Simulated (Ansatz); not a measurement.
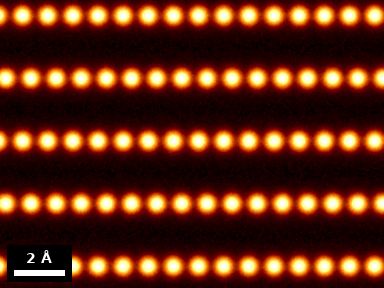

HAADF-like image of Li. The image is simulated as a sum over atoms of Z^1.7, blurred by a 0.50 Å probe (no channelling). The probe carries 15 % of its weight in a tail 2.5 times as wide. The display is stretched by a gamma of 0.65; percentages refer to the linear signal. Shot noise was added.

**Give the net of the columns and its spacings.**

The pattern repeats on a rectangular net of 1.0 × 5.0 Å.

**Which plane group does this projection have?**

p2mg: mirror lines in one direction, glide lines across them, twofold points on the glide lines.

**How many columns does the smallest repeating cell hold, and how many levels of brightness?**

2 columns in the primitive cell of 5.0 Å², all of one brightness.

The crystal is Li (P6_3/mmc, No. 194) seen along [310]. Atomic positions: the geometry given to an electronic-structure calculation, possibly off equilibrium; the starting structure was generated, so it need not be a known form of this composition.
